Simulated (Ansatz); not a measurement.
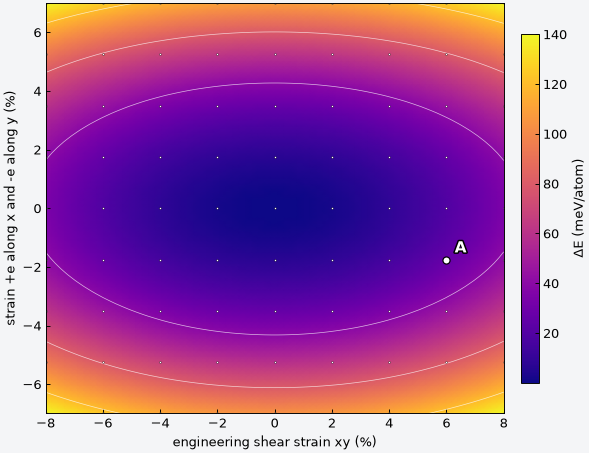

Si (P6_3/mmc, No. 194; 4 atoms in the cell). The energy is mapped over two homogeneous strains (x along [1 0 0], y along [1 2 0], z along [0 0 1] of the conventional cell). Coordinates scanned: (1) engineering shear strain xy; (2) strain +e along x and -e along y. Nothing is relaxed (fractional coordinates fixed). Grid: 9 × 9 points; 45 points were computed and 36 follow by symmetry. Points are written as (first, second). All energies are given in meV/atom relative to the lowest grid point. The band gap closes in part of the range. Method: Ansatz, DFT PBE, scalar-relativistic, plane waves, PAW. Settings: cutoff 420 eV, k-mesh 12×12×6 in the order of the run's cell vectors, gaussian smearing 0.05 eV, no spin polarisation.

Drawn: a smooth colour map with a few white contour lines, dots at the grid points, the point A. Between grid points the surface is interpolated.

Question: Is A at rest? If not, where is it pushed?

Answer: A, at (6 %, −1.75 %), is not a stationary point. The computed force is 6.6 meV/atom for each 1 % towards smaller values of engineering shear strain xy and 7.7 meV/atom for each 1 % towards larger values of the second coordinate.

PAW datasets: the set soft_1.
